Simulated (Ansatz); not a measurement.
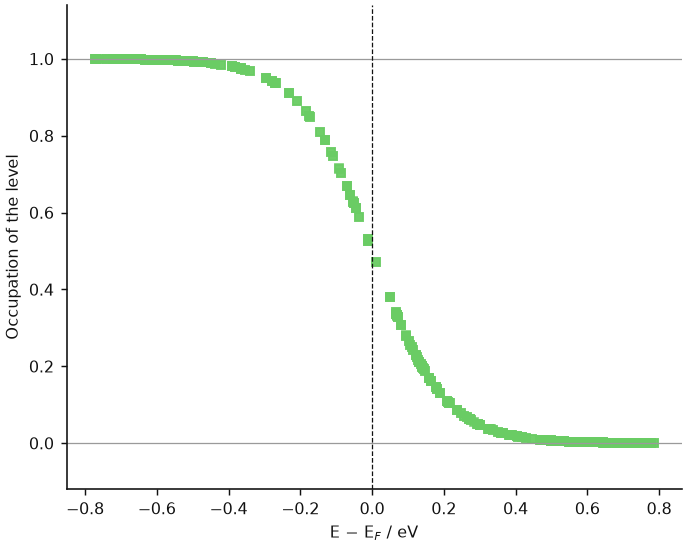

Occupations of the one-electron levels of the k mesh against their energy, from a run on Ti2C, space group R-3m (No. 166), 3 atoms in the cell, with Ansatz.

Name the smearing function and its width.

Answer. Fermi-Dirac smearing with a width of 0.1 eV. The occupations stay between 0 and 1 and have long exponential tails; the slope at the Fermi level is 1/(4 × width).
